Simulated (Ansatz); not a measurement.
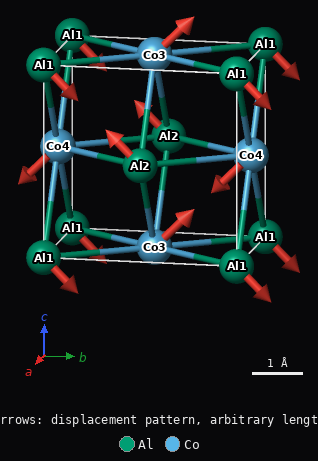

The lowest mode of crystalline AlCo, space group Pm-3m (No. 221), at the zone centre of a doubled cell. The red arrows are the displacements of the atoms (eigenvector over the root of the mass), of arbitrary overall length and sign. The picture is a ball-and-stick view of the cell of the calculation, seen slightly off an axis.

All numbers below come from Ansatz 0.2.0, DFT PBEsol, scalar-relativistic, plane waves, PAW. Settings: plane-wave cutoff 420 eV; k-point mesh 22 × 16 × 16; occupations gaussian; smearing width 0.15 eV; no spin polarisation.

Is this crystal at a minimum with respect to the drawn distortion?

Yes: this softest mode has a real frequency, and so have all others here. That speaks for this wave vector alone: the rest of the zone wasn't checked in this run. This is a doubly degenerate mode (one member of the set is drawn) at 192 cm⁻¹, the lowest level (the three translations aside). Atoms of one kind move against one another, with no net shift of any sublattice; the kinetic energy is shared as Co 76 %, Al 24 %. It changes sign from one half of the doubled cell to the other: it belongs to the zone boundary, q = (0, 1/2, 1/2) in the reciprocal vectors of the undoubled cell.

Limits of the set-up: an element that often carries a moment was run without spin polarisation.
